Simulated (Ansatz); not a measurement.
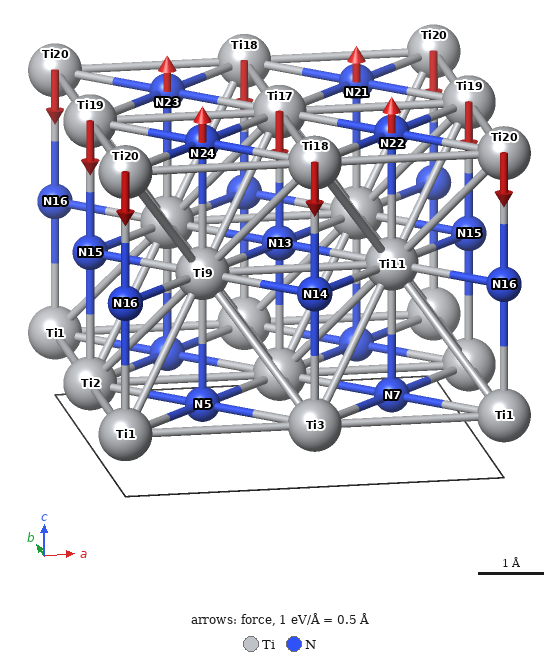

Starting geometry of a slab of composition TiN (cut from the Fm-3m phase) with the computed forces as red arrows. The picture is a ball-and-stick view of the cell of the calculation, outlined in the plane, without the vacuum (origin shifted), seen slightly off an axis.

Case: clean slab, lower planes held. The slab is the (1 0 0) face of TiN. 8 atoms are held fixed.

The calculation used DFT PBE+D3(BJ), scalar-relativistic, plane waves, PAW in Ansatz 0.2.0. (plane-wave cutoff 420 eV; k-point mesh 3 × 3 × 1; occupations gaussian; smearing width 0.1 eV; no spin polarisation; dipole correction; atoms relaxed in a fixed cell; force threshold 0.03 eV/Å; at most 70 steps)

What follows when this structure is relaxed?

It isn't relaxed: the largest force vector, on Ti atoms, is 1.75 eV/Å. The final displacements follow the starting forces only in part (cosine between the two patterns 0.83). The largest moves, 0.16 Å, are those of Ti atoms. Largest moves by element: Ti 0.16 Å, N 0.07 Å. The lattice vectors keep their values. Some distances before and after: N–Ti 2.103 → 2.007 Å, Ti–Ti 2.974 → 2.890 Å, N–Ti 2.103 → 2.173 Å, N–Ti 2.103 → 2.037 Å. Among the angles between lasting bonds that change: Ti–N–Ti 180.0° → 169.6°, Ti–N–Ti 90.0° → 84.8°. Over 4 geometry steps the energy falls by 0.695 eV per cell of the calculation. The largest force component goes from 1.7 to 0.0093 eV/Å.
